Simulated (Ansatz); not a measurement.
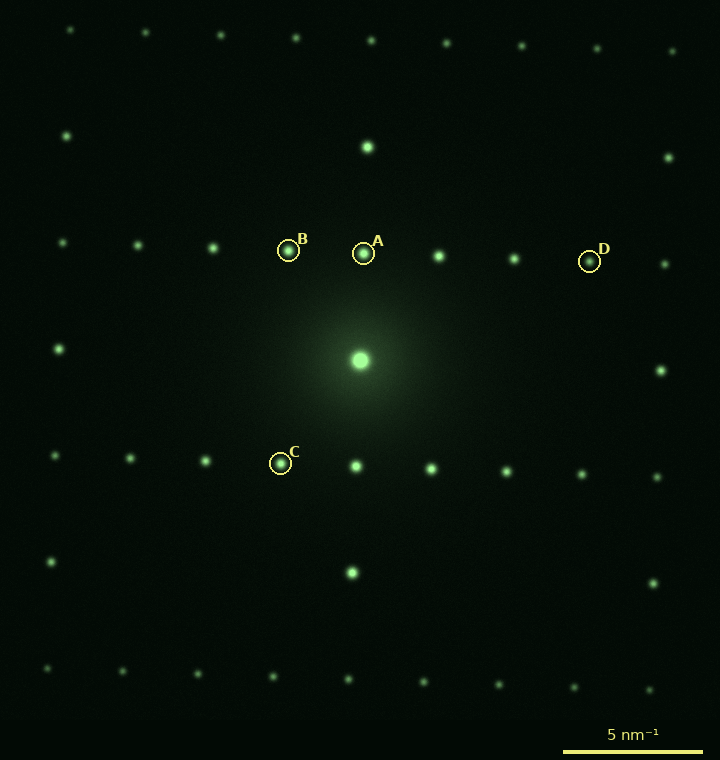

Computed electron diffraction pattern, 300 kV, single scattering only, B = 0.8 Å². The zone axis points towards the electron source and the pattern is seen from the source side.

Crystal: Ta, space group Pm-3n (No. 223), a = 5.208 Å. Structure: the end point of a relaxation with DFT, LDA (PW92), plane waves (420 eV) with PAW, scalar-relativistic in Ansatz 0.2.0; the starting structure was generated, so it need not be a known form of this composition.

Spot A is indexed 0 0 -2 and spot B -1 1 -2.

Index the other marked spots.

C = −2A + B = -1 1 2 (d = 2.126 Å). D = 4A − 3B = 3 -3 -2 (d = 1.110 Å).

Find the zone axis.

The cross product of A and B is parallel to [110]; every spot obeys hu + kv + lw = 0.

What are the spacings of A and B and the angle between them?

d(A) = 2.604 Å, d(B) = 2.126 Å, and the angle is 35.3°.
